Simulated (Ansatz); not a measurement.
System: TiPbO₃, space group Pm-3m, 10 atoms in the cell, a database entry, rescaled.

```cif
data_structure
_symmetry_space_group_name_H-M 'Pm-3m'
_symmetry_Int_Tables_number 221
_cell_length_a 3.9999
_cell_length_b 3.9999
_cell_length_c 3.9999
_cell_angle_alpha 90.000
_cell_angle_beta 90.000
_cell_angle_gamma 90.000
_cell_volume 63.99
loop_
_atom_site_label
_atom_site_type_symbol
_atom_site_symmetry_multiplicity
_atom_site_Wyckoff_symbol
_atom_site_fract_x
_atom_site_fract_y
_atom_site_fract_z
_atom_site_occupancy
Pb1 Pb 1 a 0.00000 0.00000 0.00000 1
Ti1 Ti 1 b 0.50000 0.50000 0.50000 1
O1 O 3 c 0.00000 0.50000 0.50000 1
```

Level of theory: DFT with r2SCAN, PAW plane waves, spin-polarised, 4×6×4 k mesh, 500 eV cutoff, Gaussian smearing of 0.042 eV; code Ansatz.

Predict the main features of the density of states.

There is a gap; over the k points computed it is 1.97 eV. By projected weight, the top eV of the valence band is O 2p almost alone; the bottom eV of the conduction band is Ti 3d (85 %). The gap is of charge-transfer type, from anion p to metal d states. The upper group of valence states starts about 4.9 eV under the valence-band top (which lies at −1.0 eV on this axis), with a gap beneath it; it holds about 36 electrons a cell. The tallest peak in the window is at −2.2 eV; by projected weight it is O 2p (90 %).

The run started without moments. The cell is at −8 GPa in this functional. Spin-orbit coupling is left out, which matters for Pb.

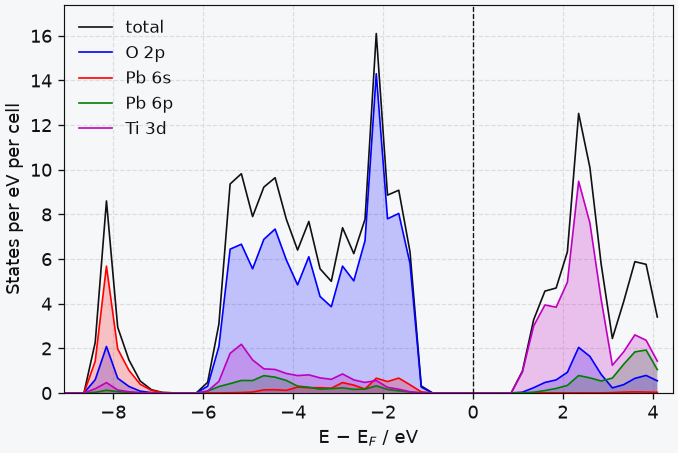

Density of states. Energies are counted from the Fermi level. The partial curves are projected on Löwdin-orthogonalised atomic shells.
